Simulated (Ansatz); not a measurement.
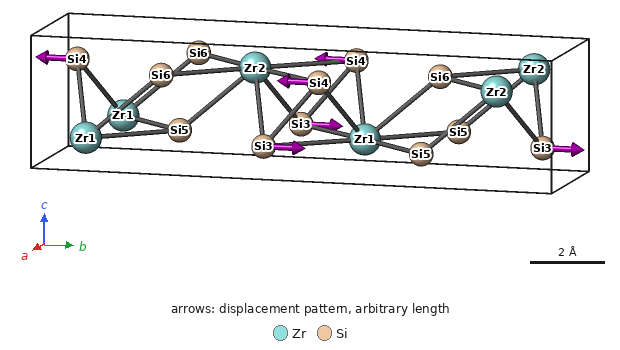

One vibrational mode of solid ZrSi$_{2}$ at the zone centre. Displacements are drawn as purple arrows; their common scale and sign are arbitrary. The picture is a ball-and-stick view of the conventional cell (2 times the calculation's cell), seen slightly off an axis. Lengths and directions refer to the drawn axes.

Level of theory: DFT PBE, scalar-relativistic, plane waves, PAW (Ansatz 0.2.0). (plane-wave cutoff 420 eV; k-point mesh 10 × 10 × 10; occupations fermi dirac; smearing width 0.15 eV; no spin polarisation)

The frequencies depend somewhat on the k-mesh and the smearing.

Describe the mode and give its frequency.

Answer. This is the A_g mode at 39.8 meV, optical level 11 of 15, counted from below, Raman-active by symmetry. The Zr atoms hardly move; all motion is along b; atoms of one kind move against one another, with no net shift of their sublattice.
